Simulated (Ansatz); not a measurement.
## Single-point calculation, with input and output: Nb

Nb (I4/mmm, 1 atom in the cell), computed with DFT r2SCAN, scalar-relativistic, plane waves, PAW, no spin polarisation (Ansatz 0.2.0).

The structure derives from an entry of the Crystallography Open Database. It belongs to a series of runs on one base structure; here: strain -0.025 along x and y, -0.050 along z, atoms carried along.

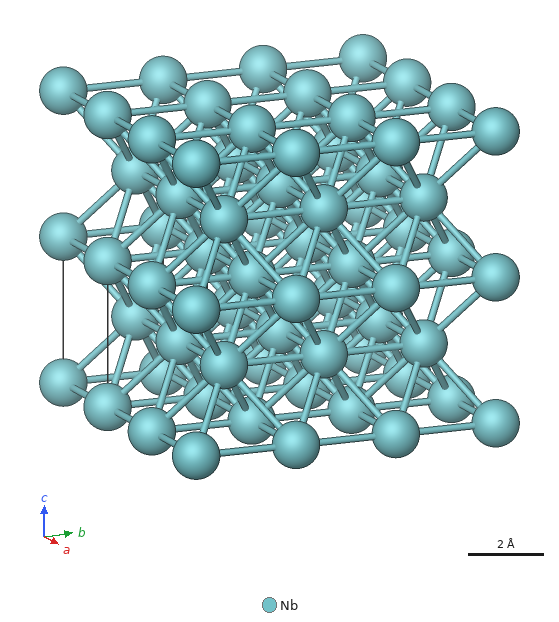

Figure 1. The structure (ball-and-stick view of the cell 2 times as large as that of the calculation, set on its symmetry axes, repeated 3 × 3 × 2, seen slightly off an axis). An atom can appear more than once, as a periodic image. Near neighbours in the periodic cell (some may lie outside the picture): Nb has 12 Nb at 2.88 to 2.92 Å.

Results in brief:

| quantity | value |
| --- | --- |
| outcome | converged |
| space group (tolerance 0.01 Å) | I4/mmm (139) |
| electrons treated | 13 |
| free energy | −4563.2329 eV |
| Fermi energy | 19.292 eV |
| gap on the k-point mesh | none (metallic) |
| pressure | 17.44 GPa |
| largest force (length of the vector) | under 0.001 eV/Å |
| hardware | 1 thread of Arm Neoverse V2, 24 GiB of memory available, shared host |
| wall time | 16 s |
| peak memory | 0.46 GiB |

Notes:

The cell is under a pressure of 17.4 GPa at this level, so it is not at its equilibrium volume.

Input file:
```yaml
crystal:
  lattice:
    - [0.0, 2.062125, 2.00925]
    - [2.062125, 0.0, 2.00925]
    - [2.062125, 2.062125, 0.0]
  atoms:
    - { symbol: Nb, position: [0.0, 0.0, 0.0] }
basis:
  ecutwfc: 500
kpoints:
  mp_grid: { grid: [20, 20, 20] }
hamiltonian:
  xc: r2scan
scf:
  occupations: { method: gaussian, width: 0.15 }
output:
  forces: true
  stress: true
  eigenvalues: true
  write_density: true
  write_potential: true
  elf: true
  volumetric_format: npy
```

Launched with:
```bash
ansatz run input.yaml --threads 1 --pin off --max-ram 2560MiB --backend cpu --events-out ev --progress --plain --runs-dir out
```

What the program printed:
```
Engine: ansatz 0.2.0, aarch64-unknown-linux-gnu
Pseudopotentials: kind: paw
Pseudopotential: Nb, paw, valence charge 13, recommended cutoff 500 eV (meta_gga), Nb.paw.azcp
Functional definition: r2SCAN
  parameter k0 = 0.174
  parameter k1 = 0.065
  parameter a1 = 4.9479
  exchange = r2scan_x(k0 = k0, k1 = k1, a1 = a1)
  correlation = r2scan_c
Crystal: 1 atoms, lattice volume = 17.088 Å³
Basis set: ecut = 500 eV, 427 PW (Γ), exchange–correlation on 96×96×96 points (64 copies of the dense FFT grid, shifted against one another)
Bands: 11, of which v1, the nominal top of the filled ones, is band 7 counted from 1 (6 counted from 0)
Symmetry: 16 space group operations
Space group: I4/mmm (ITA 139), of the structure as read, at distance tolerance 2.6e-5 Å
k-points: 641 of 8000
Non-local potential: Nb, projectors of the file, l = 0: 3, l = 1: 2, l = 2: 2, l = 3: 1
PAW form: soft (Blöchl's): semilocal exchange-correlation on the pseudo side does not see the compensation charge
PAW frozen core: Nb, regenerated for the run's functional (the file was generated under x = pbe(κ = 0.804, μ = 0.2195149727645171), c = pbe(β = 0.06672455060314922))
PAW one-centre angular grid: Nb, 590 points (default); XC on 160 Gauss nodes
Initial density: superposition of atomic densities (neutral atoms: chi_scale 0, normalization atom), corrected by the library's trained network
Initial wavefunctions: pseudopotential atomic-orbital guess
Functional: x = r2scan, c = r2scan; τ floored in thin density (d = 2e-4 eV/Å³)
SCF iter   1: F=—  HF=-4563.229613 eV  |F-HF|=—  |Δ(HF+E_count)|=         —  Δρ=8.96e-3  dr2=8.59e-3  dr2_τ=1.35e-2  ethr=1.77e-3  ⟨swp⟩=5.0  Hψ=42519  notcnv=0
preconditioner: auto → none  [metal: Δε(μ)=0.005 eV  Ē_g=8.245 eV  σ=0.150 eV  W_gap=0.02  n_scr=0 (ndim 8)  ℏωp=20.1 eV  f_vac=0.000  D(μ)=1.25/eV (n_scr^D=14)]
SCF iter   2: F=—  HF=-4563.232250 eV  |F-HF|=—  |Δ(HF+E_count)|=   2.64e-3  Δρ=3.73e-3  dr2=6.54e-4  dr2_τ=3.77e-4  ethr=6.60e-5  ⟨swp⟩=2.5  Hψ=15677  notcnv=0
SCF iter   3: F=—  HF=-4563.232760 eV  |F-HF|=—  |Δ(HF+E_count)|=   5.10e-4  Δρ=1.38e-3  dr2=8.51e-5  dr2_τ=1.76e-5  ethr=5.03e-6  ⟨swp⟩=2.0  Hψ=9520  notcnv=0
SCF iter   4: F=—  HF=-4563.232863 eV  |F-HF|=—  |Δ(HF+E_count)|=   1.03e-4  Δρ=8.14e-5  dr2=4.34e-7  dr2_τ=5.25e-8  ethr=6.54e-7  ⟨swp⟩=3.0  Hψ=10994  notcnv=0
iter 5 did not close the SCF: its close was put off for the readings that it lacked (scf_convergence_deferred on its scf_iter line)
SCF iter   5: F=-4563.232863 eV  HF=-4563.232863 eV  |F-HF|=9.09e-11  |Δ(HF+E_count)|=   4.41e-7  Δρ=1.47e-5  dr2=1.80e-8  dr2_τ=1.24e-8  ethr=3.34e-9  ⟨swp⟩=2.0  Hψ=10686  notcnv=0
SCF iter   6: F=-4563.232863 eV  HF=-4563.232863 eV  |F-HF|=4.05e-10  |Δ(HF+E_count)|=   3.12e-9  Δρ=3.97e-6  dr2=1.24e-9  dr2_τ=2.49e-10  ethr=1.38e-10  ⟨swp⟩=5.2  Hψ=35874  notcnv=0
SCF 1 converged in 6 iterations: F = -4563.232863 eV  dr2 = 1.24e-9
  greatest PAW one-centre occupation: 1.000 electrons in one spin orbital (limit 2), on the Nb atom at site 0 (counted from 0), in its partial waves of l = 0
SCF converged after 6 iterations
Free energy (F): -4563.232863 eV
Harris-Foulkes:  -4563.232863 eV  (|F-HF|=4.05e-10)
Internal energy: -4563.218878 eV  (E = F + TS)
E sigma→0 (E₀):  -4563.225871 eV
Entropy (-TS):   -0.013985 eV (-13.985 meV/atom)
Fermi energy:    19.292352 eV
--- Per-component energies (eV) ---
  E_band       = -63.340785
  E_kinetic    = 397.065670
  E_local      = -660.288002  (includes V_loc(G=0)·N_el)
  E_nonlocal   = 119.715275
  E_hartree    = 205.975906
  E_xc         = -170.623748
  E_vxc        = -238.166432  (∫ρ·V_xc dr)
  E_paw        = -3090.457087  (= ΣΔE_a)
  E_vpaw       = -108.601702  (= ΣTr[D̂ρ^β])
  E_aug_tail   = 0.000004  (compensation charges beyond the density's cutoff)
  E_vtau       = 14.982124  (kinetic-family band-sum trace: ∫τ·v_τ [+ j·A + Jᵃ·Aᵃ] dr)
  E_ewald      = -1364.414465
  E_core_change = -0.192431  (= ΣΔE_core)
  E_smearing   = -0.013985  (= −TS)
  E_closure    = 0.000000  (closes the sum)
  Σ components = -4563.232863   (vs F -4563.232863, Δ=0.00e0)
--- Forces (eV/Å), atoms counted from 1 ---
  atom   1  Nb     0.00000000     0.00000000     0.00000000
  max |Σ_I F_I| component: 0.00e0 eV/Å
--- Stress (GPa, compression-positive) ---
       20.814681       0.000000       0.000000
        0.000000      20.814681      -0.000000
        0.000000      -0.000000      10.701240
  P = ⅓ Tr σ = 17.4435 GPa (174.435 kbar)
--- Band table (eV; the first three rows and the last of 641) ---
  k-point 0: bands = ["-37.2413", "-11.6654", "-11.6654", "-11.6597", "12.5215", "19.2293", "19.2293", "19.6008", "22.2748", "22.7685", "31.5033"]
  k-point 1: bands = ["-37.2339", "-11.7086", "-11.6715", "-11.6662", "12.6311", "19.1792", "19.2799", "19.6085", "22.2296", "22.7123", "31.7314"]
  k-point 2: bands = ["-37.2124", "-11.8382", "-11.6891", "-11.6796", "12.9471", "18.9838", "19.4145", "19.6988", "22.1240", "22.5716", "32.3578"]
  k-point 640: bands = ["-36.8097", "-13.2368", "-12.3031", "-12.3031", "14.4645", "15.2112", "23.9447", "24.7915", "25.3897", "25.3897", "31.6696"]
```

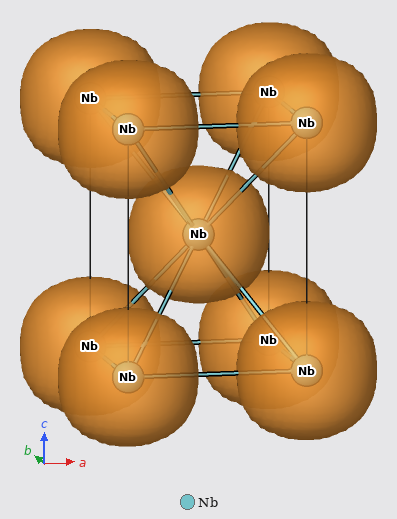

Figure 2. Isosurface of the valence electron density at 0.4 e/Å³ (orange), seen slightly off an axis. Sticks mark near contacts. The outline is the cell set on symmetry axes. At this value the density breaks into separate islands; it holds about 75 % of the electrons treated as valence (semicore included). It is pinched off along the Nb–Nb (2.88 Å) contacts. On the grid the lowest density along these lines, outside the cores, is 0.28 e/Å³ (Nb–Nb, 2.88 Å). In a PAW calculation such maps are meaningful between the atoms, not at the nuclei.

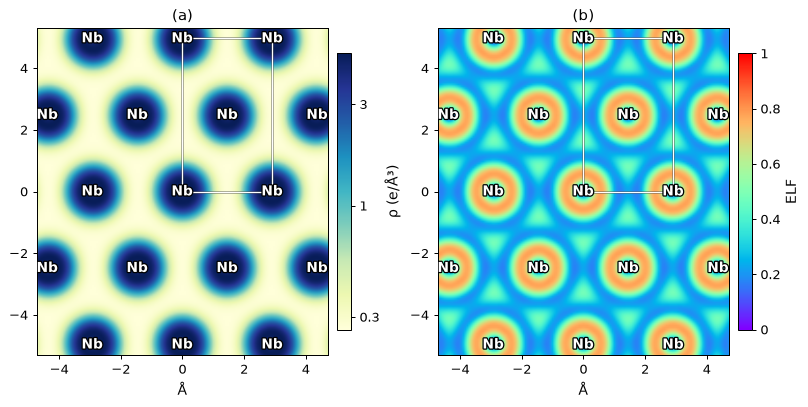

Figure 3. (a) valence charge density (pseudo); (b) ELF on the (011̄) plane of the conventional cell. Nb–Nb (2.88 Å): the density is about 0.28 e/Å³ at the midpoint; the ELF is about 0.25 at the midpoint (no shared electron pair). Away from the nuclei the density in this plane falls to 0.26 e/Å³ at its lowest. The strong features right at Nb lie inside the PAW spheres (semicore, d or f shells) and say nothing about bonding.

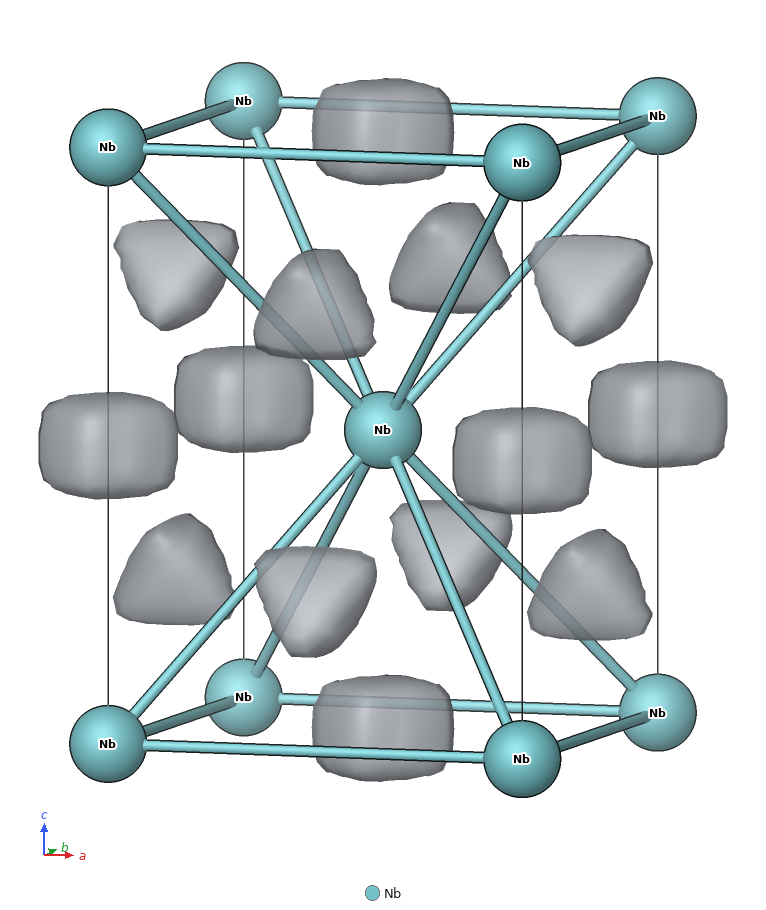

Figure 4. Isosurface of the ELF at 0.5 (grey), seen slightly off an axis. Only the valence region is drawn (cores and ρ < 0.01 e/Å³ removed). Sticks mark near contacts. The outline is the cell set on symmetry axes. Along the contacts the grid gives the following. Nb–Nb (2.88 Å): the ELF is about 0.25 at the midpoint (no shared electron pair).
